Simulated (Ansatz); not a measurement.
# How the conductance of NiSi2/Si/CoSi2 changes with thickness, part 4 of 7

Aim: the conductance of NiSi2/Si/CoSi2 junctions as the barrier thickens. The lower electrode is NiSi2 fluorite(111) turned by 180 degrees (type B), the upper one CoSi2 fluorite(111) turned by 180 degrees (type B); the barrier is Si diamond(111) (whole bilayers). In the first transport cell, after relaxation, the nearest pair of electrode and barrier is Si–Si at 2.37 Å, along the normal, at the lower face and Si–Si at 2.39 Å, along the normal, at the upper one. All share a net of side 3.84 Å, which strains the lower electrode by +0.0 %, the upper one by +1.3 % and the barrier by -0.7 %, against typed lattice constants near PBE's. The first steps treat the bulk electrodes alone.

Ansatz 0.2.0; PBE DFT, plane waves, PAW files (the session's first sound run).

So far. Step 4 (Relaxing the interfaces): The largest force component on a free atom ends at 0.014 eV/Å. The work functions of the outer faces are 5.40 and 5.21 eV.

## (5) T(E) of the junction

This step: PBE DFT, plane waves, PAW files; ballistic transmission by layer matching between semi-infinite leads (Ansatz 0.2.0).

System of this step: NiSi2/Si/CoSi2. The cell holds 57 atoms: 40 Si, 8 Ni and 9 Co. Cell: a = 3.840 Å, b = 3.840 Å, c = 76.580 Å, α = 90.0°, β = 90.0°, γ = 120.0°. Regions: left electrode, 25 atoms (17 Si and 8 Ni); barrier, 6 atoms (6 Si); right electrode, 26 atoms (17 Si and 9 Co). Vacuum lies along c.

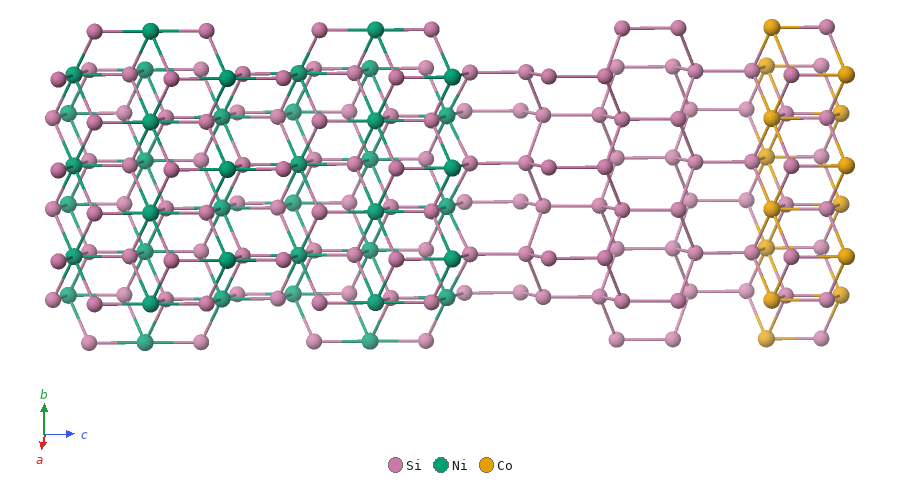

The cell of this step (silicon pink, nickel teal, cobalt orange). Drawn is a stretch of 33 Å of the 63 Å that the atoms span along c, seen along the normal of the bc plane, with neighbouring cells across it.

The relaxed core is set between ideal electrode layers (this cell holds 6 atomic planes between the electrodes; where that differs from the relaxed slab, whole periods were copied in or cut out without a new relaxation), which the solver continues as semi-infinite leads. A wide energy window on a coarse mesh (12×12) shows where the Fermi level lies against the barrier's bands; the projected density of states shows how far the metals' states reach in.

The input, input.yaml:

```yaml
crystal:
  lattice:
    - [3.84, 0.0, 0.0]
    - [-1.92, 3.3255375505, 0.0]
    - [0.0, 0.0, 76.58001516]
  atoms:
    - { symbol: Si, position: [0.0, 0.0, 0.0914076601] }
    - { symbol: Si, position: [0.33333333, 0.66666667, 0.1118009329] }
    - { symbol: Ni, position: [0.0, 0.0, 0.1222542476] }
    - { symbol: Si, position: [0.66666667, 0.33333333, 0.1327075623] }
    - { symbol: Si, position: [0.0, 0.0, 0.153100835] }
    - { symbol: Ni, position: [0.66666667, 0.33333333, 0.1635541497] }
    - { symbol: Si, position: [0.33333333, 0.66666667, 0.1740074644] }
    - { symbol: Si, position: [0.66666667, 0.33333333, 0.1944007372] }
    - { symbol: Ni, position: [0.33333333, 0.66666667, 0.2048540519] }
    - { symbol: Si, position: [0.0, 0.0, 0.2153073666] }
    - { symbol: Si, position: [0.33333333, 0.66666667, 0.2357006393] }
    - { symbol: Ni, position: [0.0, 0.0, 0.246153954] }
    - { symbol: Si, position: [0.66666667, 0.33333333, 0.2566072687] }
    - { symbol: Si, position: [0.0, 0.0, 0.2770005414] }
    - { symbol: Ni, position: [0.66666667, 0.33333333, 0.2874538562] }
    - { symbol: Si, position: [0.33333333, 0.66666667, 0.2979071709] }
    - { symbol: Si, position: [0.66666667, 0.33333333, 0.3183004436] }
    - { symbol: Ni, position: [0.33333333, 0.66666667, 0.3287537583] }
    - { symbol: Si, position: [0.0, 0.0, 0.339207073] }
    - { symbol: Si, position: [0.33333333, 0.66666667, 0.3596003457] }
    - { symbol: Ni, position: [0.0, 0.0, 0.3700536605] }
    - { symbol: Si, position: [0.66666667, 0.33333333, 0.3805069752] }
    - { symbol: Si, position: [0.0, 0.0, 0.4009002479] }
    - { symbol: Ni, position: [0.66666667, 0.33333333, 0.4113535626] }
    - { symbol: Si, position: [0.33333333, 0.66666667, 0.4230573998] }
    - { symbol: Si, position: [0.33333333, 0.66666667, 0.4540160725] }
    - { symbol: Si, position: [0.66666667, 0.33333333, 0.4644475705] }
    - { symbol: Si, position: [0.66666667, 0.33333333, 0.4954186125] }
    - { symbol: Si, position: [0.0, 0.0, 0.5058650404] }
    - { symbol: Si, position: [0.0, 0.0, 0.5368600794] }
    - { symbol: Si, position: [0.33333333, 0.66666667, 0.5472162753] }
    - { symbol: Si, position: [0.33333333, 0.66666667, 0.5784327567] }
    - { symbol: Co, position: [0.0, 0.0, 0.588350117] }
    - { symbol: Si, position: [0.66666667, 0.33333333, 0.5980952834] }
    - { symbol: Si, position: [0.0, 0.0, 0.6186352285] }
    - { symbol: Co, position: [0.66666667, 0.33333333, 0.6283803949] }
    - { symbol: Si, position: [0.33333333, 0.66666667, 0.6381255612] }
    - { symbol: Si, position: [0.66666667, 0.33333333, 0.6586655063] }
    - { symbol: Co, position: [0.33333333, 0.66666667, 0.6684106727] }
    - { symbol: Si, position: [0.0, 0.0, 0.6781558391] }
    - { symbol: Si, position: [0.33333333, 0.66666667, 0.6986957842] }
    - { symbol: Co, position: [0.0, 0.0, 0.7084409506] }
    - { symbol: Si, position: [0.66666667, 0.33333333, 0.7181861169] }
    - { symbol: Si, position: [0.0, 0.0, 0.738726062] }
    - { symbol: Co, position: [0.66666667, 0.33333333, 0.7484712284] }
    - { symbol: Si, position: [0.33333333, 0.66666667, 0.7582163948] }
    - { symbol: Si, position: [0.66666667, 0.33333333, 0.7787563399] }
    - { symbol: Co, position: [0.33333333, 0.66666667, 0.7885015063] }
    - { symbol: Si, position: [0.0, 0.0, 0.7982466727] }
    - { symbol: Si, position: [0.33333333, 0.66666667, 0.8187866178] }
    - { symbol: Co, position: [0.0, 0.0, 0.8285317841] }
    - { symbol: Si, position: [0.66666667, 0.33333333, 0.8382769505] }
    - { symbol: Si, position: [0.0, 0.0, 0.8588168956] }
    - { symbol: Co, position: [0.66666667, 0.33333333, 0.868562062] }
    - { symbol: Si, position: [0.33333333, 0.66666667, 0.8783072284] }
    - { symbol: Si, position: [0.66666667, 0.33333333, 0.8988471735] }
    - { symbol: Co, position: [0.33333333, 0.66666667, 0.9085923399] }
kpoints:
  mp_grid: { grid: [8, 8, 1] }
scf:
  occupations: { method: fermi_dirac, width: 0.1 }
  max_iter: 150
hamiltonian:
  xc: pbe
output:
  transmission:
    kmesh: [12, 12]
    e_range: [-2.5, 2.5]
    de: 0.1
    leads: [[10, 13], [43, 46]]
  dos: { projected: true, e_range: [-6, 5], de: 0.05 }
  write_potential: true
  write_density: true
  volumetric_format: npy
  elf: true
```

Launch:

```bash
$ ansatz run input.yaml --threads 8 --pin off --max-ram 24576MiB --backend cpu --events-out ev --progress --plain --runs-dir out
```

Numbers of over 12 decimals in the logs are rounded to 6 here.

Output:

```text
[...]
Crystal: 57 atoms, lattice volume = 977.932 Å³
Basis set: ecut = 420 eV, 19059 PW (Γ)
Bands: 286, of which v1, the nominal top of the filled ones, is band 229 counted from 1 (228 counted from 0)
Symmetry: 6 space group operations
[...]
k-points: 10 of 64 (time reversal used)
[...]
SCF iter   1: F=—  HF=-118302.096823 eV  |F-HF|=—  |Δ(HF+E_count)|=         —  Δρ=1.14e-2  dr2=2.74e1  ethr=1.77e-3  ⟨swp⟩=8.9  Hψ=14626  notcnv=0  defer=112
[...]
SCF iter  14: F=-118301.860940 eV  HF=-118301.860940 eV  |F-HF|=3.87e-9  |Δ(HF+E_count)|=   1.43e-8  Δρ=7.48e-7  dr2=5.72e-9  ethr=2.19e-11  ⟨swp⟩=20.5  Hψ=12072  notcnv=0
SCF 1 converged in 14 iterations: F = -118301.860940 eV  dr2 = 5.72e-9
[...]
transmission: 142 of 1406 steps passed
transmission: 290 of 1406 steps passed
[...]
transmission: 1406 of 1406 steps passed
WARN: The output density's exchange-correlation potential varies sharply where the density is thin. Do not read a vacuum level from v_tot or v_xc, or from such a field of the output density. On a cell that repeats whose density bears no net charge and no dipole along the vacuum's axis use v_es (v_loc + v_h of the components); under efield.dipole_correction with no amplitude use v_es + v_field, which holds any externa [...]
SCF converged after 14 iterations
Free energy (F): -118301.860940 eV
[...]
Internal energy: -118301.200090 eV  (E = F + TS)
E sigma→0 (E₀):  -118301.530515 eV
Entropy (-TS):   -0.660850 eV (-11.594 meV/atom)
Fermi energy:    8.676479 eV
[...]
--- Band table (eV; the first three rows and the last of 10) ---
  k-point 0: bands = [... 225 lower, 9.9424, 9.9424, 10.1128, 10.1128, 10.1177, 10.3317, 10.3360, 10.3360, ... 53 higher]
  k-point 1: bands = [... 225 lower, 9.5384, 9.5868, 9.6188, 9.6854, 9.7838, 9.8037, 9.8341, 10.0389, ... 53 higher]
  k-point 2: bands = [... 225 lower, 8.6998, 8.8103, 8.8702, 8.9141, 8.9511, 9.1498, 9.1520, 9.3494, ... 53 higher]
  k-point 9: bands = [... 225 lower, 7.8789, 7.9996, 8.0896, 8.1217, 8.1869, 8.2019, 8.2350, 8.2606, ... 53 higher]
--- Transmission ---
  basis      : 109 plane waves across, 74 finite elements along
  points     : 19, standing for a mesh of 12 x 12
  energies   : 51 from -2.500000 to 2.500000 eV about the Fermi level, 0.100000 eV apart; the leads are filled to 0.000000 eV, and channels, transmission and decay are at 0.000000 eV
  crystal 0  : Si2Ni1, at the sites [10, 13], period 3.1627 Å, over 25.30 Å; its Hamiltonian steps by up to 7.2 meV
    offset         : up to 0.0000 Å between an atom of the period and one for which it stands
    channels       : 1.159722e0 a spin
    conductance    : none, the energies end too early or step too widely for 300 K: set another output.transmission.e_range or a lower de, or, where they end at an eighth of basis.ecutwfc, a higher one
    slowest decay  : 0.0811 /Å at (0.2500, 0.1667)
  crystal 1  : Si2Co1, at the sites [43, 46], period 3.0655 Å, over 25.55 Å; its Hamiltonian steps by up to 5.8 meV
[...]
channels       : 1.270833e0 a spin
[...]
slowest decay  : 0.1098 /Å at (0.4167, 0.0833)
  junction   : crystal 0 to crystal 1, 20.43 to 55.79 Å
    transmission   : 7.587851e-2 a spin
[...]
```

Elapsed: 3.7 min, on 8 threads of Arm Neoverse V2, shared host; peak memory 10 GiB.

Numbers from this step:

```yaml
free_energy: -118301.8609 eV
fermi_energy: 8.676 eV
level_to_which_the_leads_are_filled: 0 eV from the Fermi level
transmission_at_the_fermi_level_a_spin_zone_mean: 0.07588
channels_of_the_lower_lead: 1.160
channels_of_the_upper_lead: 1.271
potential_step_in_the_lower_lead: 7.2 meV
potential_step_in_the_upper_lead: 5.8 meV
```

One spin. The transmission, zone mean by energy, zero at the Fermi level:

| energy (eV) | transmission, zone mean |
| --- | --- |
| -2.500 | 0.328 |
| -2.300 | 0.443 |
| -2.000 | 0.630 |
| -1.500 | 0.332 |
| -1.000 | 0.104 |
| -0.500 | 0.0436 |
| 0.000 | 0.0759 |
| 0.500 | 0.0599 |
| 1.000 | 0.0470 |
| 1.500 | 0.0559 |
| 2.000 | 0.297 |
| 2.500 | 0.819 |

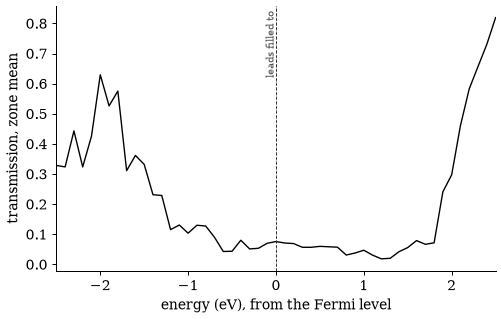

Transmission, zone mean against energy.

One spin. The open channels, zone mean by energy, zero at the Fermi level:

| energy (eV) | lower lead | upper lead |
| --- | --- | --- |
| -2.50 | 1.67 | 1.23 |
| -2.20 | 1.80 | 1.40 |
| -1.90 | 1.84 | 1.43 |
| -1.60 | 1.72 | 1.94 |
| -1.30 | 1.31 | 1.49 |
| -1.00 | 1.02 | 1.63 |
| -0.70 | 0.896 | 1.80 |
| -0.40 | 0.681 | 1.83 |
| -0.10 | 1.03 | 1.35 |
| 0.00 | 1.16 | 1.27 |
| 0.10 | 1.12 | 1.27 |
| 0.40 | 1.37 | 0.979 |
| 0.70 | 1.76 | 0.903 |
| 1.00 | 2.01 | 0.556 |
| 1.30 | 1.55 | 0.514 |
| 1.60 | 1.03 | 0.882 |
| 1.90 | 0.854 | 1.17 |
| 2.20 | 2.62 | 1.67 |
| 2.50 | 2.81 | 1.79 |

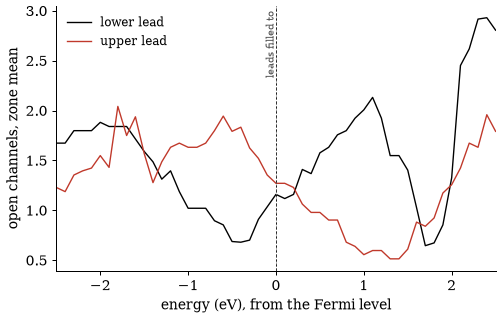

Open channels, zone mean, plotted against energy.

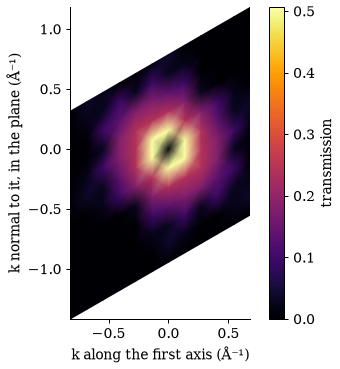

Transmission over k1 and k2. At 0.0000 eV from the Fermi level.

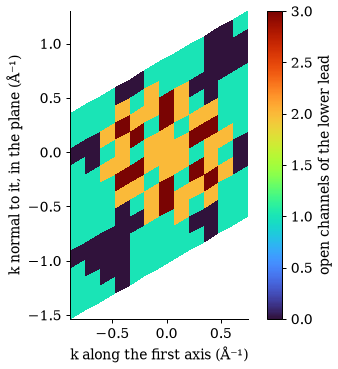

Open channels of the lower lead over k1 and k2. At 0.0000 eV from the Fermi level.

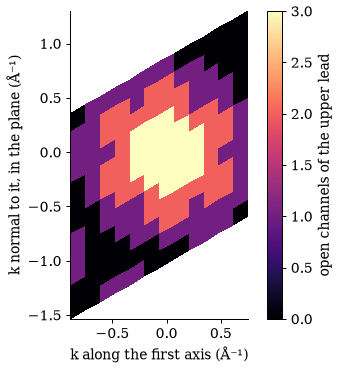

Open channels of the upper lead over k1 and k2. At 0.0000 eV from the Fermi level.

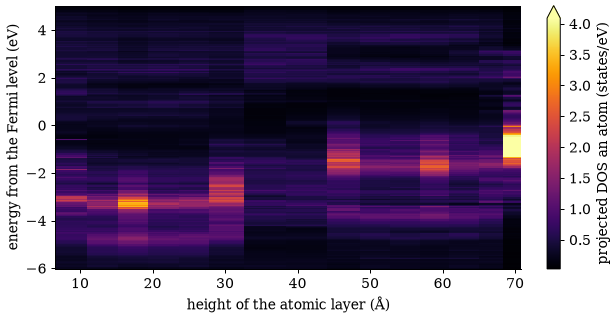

Projected DOS an atom over height of the atomic layer and energy from the Fermi level. Layers: Si Si Ni Si Si Ni Si Si Ni Si Si Ni Si Si Ni Si Si Ni Si Si Ni Si Si Ni Si Si Si Si Si Si Si Si Co Si Si Co Si Si Co Si Si Co Si Si Co Si Si Co Si Si Co Si Si Co Si Si Co; projections on atoms miss part of the total, and the computed bands can run out at the top of the range; a column is the mean of 4 neighbouring layers, the last of those left over.

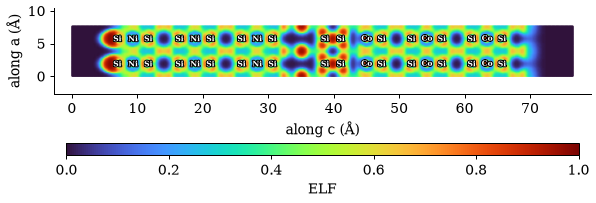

ELF in the ca plane at fractional y = 0.000, with atoms of Si and Ni and Co within 0.2 Å of it. It is the smooth field of the valence electrons, not physical close to the nuclei. The map starts off the cell's origin, so that atoms lie inside it.

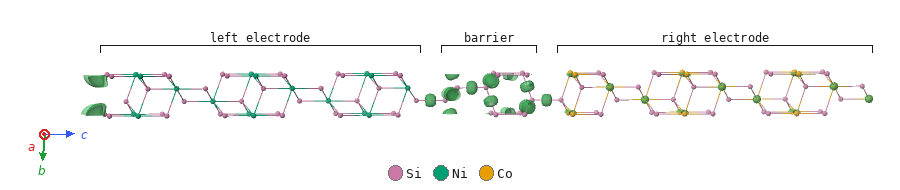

Surface of ELF = 0.85.

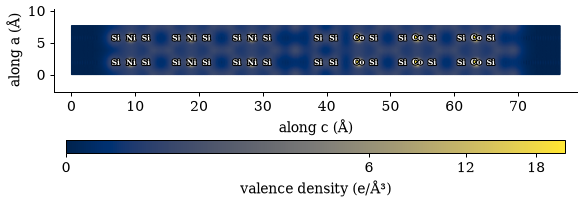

Valence density in the ca plane at fractional y = 0.000, with atoms of Si and Ni and Co within 0.2 Å of it. It is the smooth field of the valence electrons, not physical close to the nuclei. The map starts off the cell's origin, so that atoms lie inside it. The colour scale is stretched toward low values.

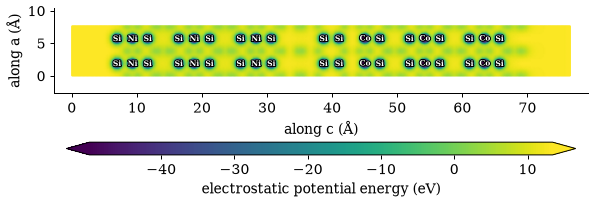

Electrostatic potential energy in the ca plane at fractional y = 0.000, with atoms of Si and Ni and Co within 0.2 Å of it. With pseudopotentials it is smooth inside the atoms' cores, unlike the true potential. The map starts off the cell's origin, so that atoms lie inside it.

At the Fermi level the transmission is 0.076, as a zone mean for one spin on this coarse mesh. At the Fermi level the layers of this cell's barrier hold from 0.062 to 0.15 states an eV and atom: none is empty there, through tails of the electrodes' states or through bands of its own. In the worse lead the potential repeats within 7.2 meV, which the program lets pass.

(Continued in part 5 of 7.)

[Logs are printed without paths, hosts, clocks, repeated set-up lines and the standing remarks that a program may print on its own settings, such as how far it seeks lower states.]

[Hosts, paths, dates, database ids (printed as entryN), source tags and the programs' standing remarks are cut or masked in the printed files.]
